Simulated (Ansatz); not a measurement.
## Ga: an electron-density study

Space group P2_1/m; the calculation finds a residual pressure of about 3 GPa at this fixed cell. The cell comes from a database of computed structures, not from a measurement.

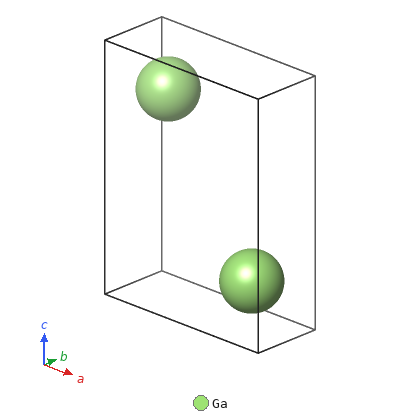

The conventional cell.

The calculation's input:

```
crystal:
  lattice:
    - [2.7784220849, 0.0, 0.0]
    - [0.0, 3.28160879, 0.0]
    - [-1.3434310986, 0.0, 3.9902731763]
  atoms:
    - { symbol: Ga, position: [0.86540373, 0.25, 0.22983317] }
    - { symbol: Ga, position: [0.13459627, 0.75, 0.77016683] }
basis:
  ecutwfc: 500
  fft_grid_basis: typed
kpoints:
  mp_grid: { grid: [12, 10, 8] }
hamiltonian:
  xc: pbe
  pseudopotentials: { kind: paw }
scf:
  occupations: { method: gaussian, width: 0.05 }
output:
  forces: true
  stress: true
  eigenvalues: true
  bader: true
  write_density: true
  volumetric_format: npy
  elf: true
```

Launched as:

```sh
ansatz run input.yaml --threads 1 --pin off --max-ram 2560MiB --backend cpu --events-out ev --progress --plain --runs-dir out
```

The picture shows the conventional cell (a = 2.78 Å, b = 3.28 Å, c = 4.21 Å, α = 90.00°, β = 108.61°, γ = 90.00°).

All numbers below come from DFT PBE, scalar-relativistic, plane waves, PAW in Ansatz.

Core electrons are frozen (PAW), so the maps are meaningful between the atoms, not at the nuclei.

### 1. Bonding charge

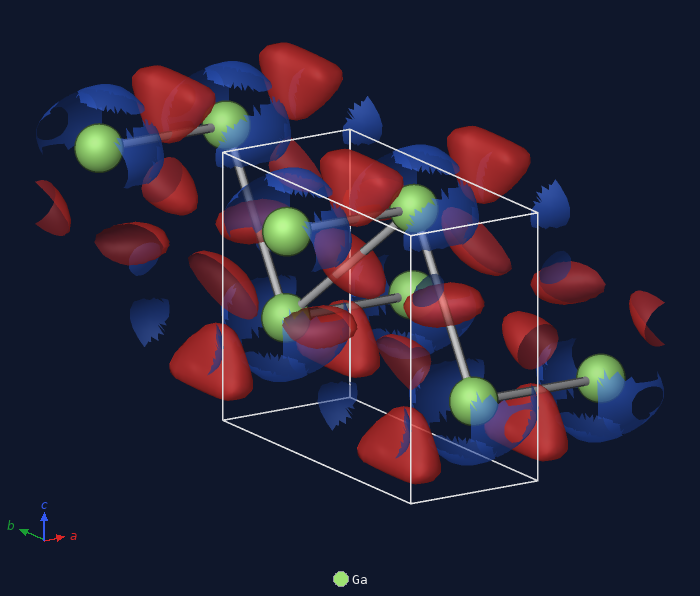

*Deformation density (self-consistent density less superposed neutral spherical atoms): red surfaces at +0.03 and blue ones at −0.03 e/Å³, in the conventional cell, repeated, seen at an oblique angle (the regions close to the nuclei are left out). Cores are masked to 0.8 Å (Ga).*

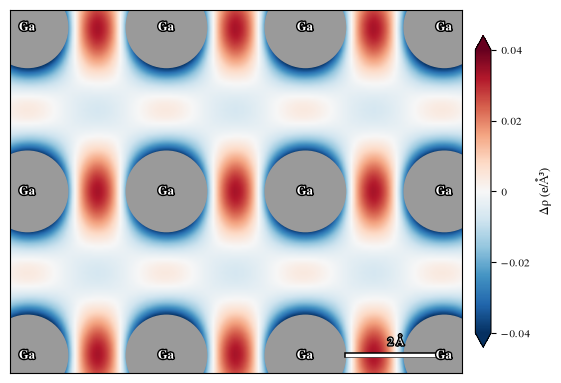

The same field as a map on the (001) plane of the conventional cell, with grey discs over the atomic cores.

Describe the bonding charge.

Answer. Ga–Ga (2.71 Å): Δρ is +0.05 e/Å³ at the midpoint.
Over the whole cell, outside the masked cores, the largest gain, 0.05 e/Å³, lies 1.4 Å from a gallium nucleus, and the largest loss lies at the edge of the masked core of Ga.
In all about 0.14 e an atom is rearranged against the free atoms.

### 2. One group of states

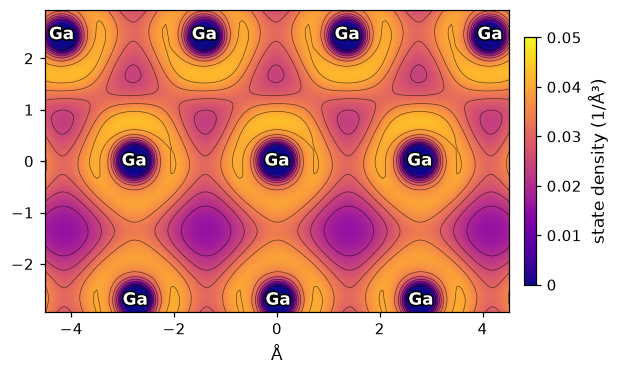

Density of the Kohn–Sham states from 0.0 to +1.2 eV about the Fermi level (the empty states just over the Fermi level), scaled to one electron a cell: a map on the (011) plane of the conventional cell.

What is the character of these states?

Answer. Projected on a minimal set of atomic orbitals (Löwdin), they are Ga 4p (70 %) and Ga 4s (30 %).

### 3. Moving an atom

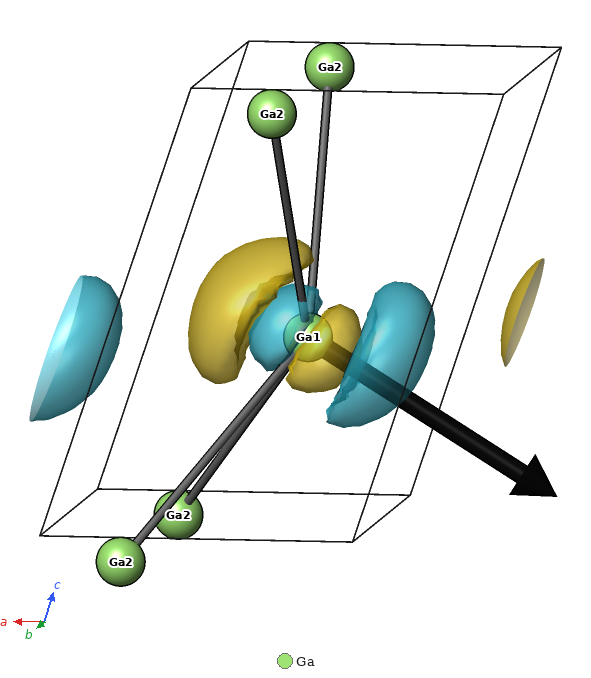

Ga1 was moved by 0.05 Å roughly along [−2 0 −1] in the axes of the cell drawn (arrow, not to scale). Change of the density less the rigid motion of the neutral atom's own density: yellow surfaces at +0.004 and cyan ones at −0.004 e/Å³, in the cell of the calculation (origin moved) seen at an oblique angle.

How do the electrons respond beyond following the atom?

Answer. About 0.02 e is rearranged in the cell. Outside the cores the largest gain lies at the edge of the masked core of Ga, and the largest loss lies there too, on other sides.

What restoring force does the calculation give for this move?

Answer. The force on it changes by 0.08 eV/Å along the move, against it: a stiffness of about 1.6 eV/Å² for this sublattice shift.

### 4. Change of volume

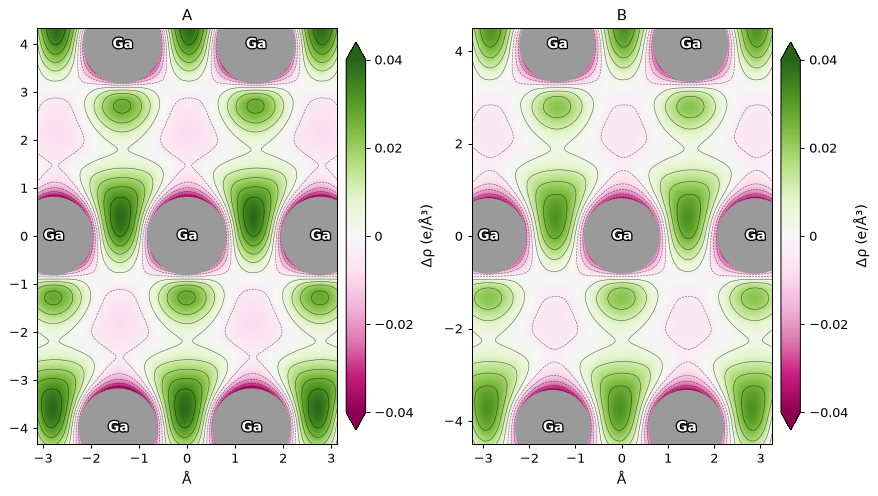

Ga: deformation density on the (010) plane of the conventional cell at two volumes, with the same fractional coordinates and one colour scale. Grey discs cover the cores.

How do the two volumes compare, and how does the bonding charge respond?

Answer. B is the larger cell: B has 112 % of the volume of A.
From A to B, Ga–Ga goes from 2.71 to 2.81 Å, and Δρ at its midpoint from +0.05 to +0.04 e/Å³.
The pressure is 2.9 GPa in A and −2.6 GPa in B.
The rearranged charge is 0.14 e an atom in A and 0.13 e in B.

### 5. Putting it together

The two pressures give a mean stiffness −ΔP/Δln V of about 48 GPa over this range, with the atoms held at their fractional positions.

Run times: 29 s (base cell), 14 s (state densities), 34 s (moved atom) and 26 s (scaled cell), on 1 thread of Arm Neoverse V1, on a shared host.
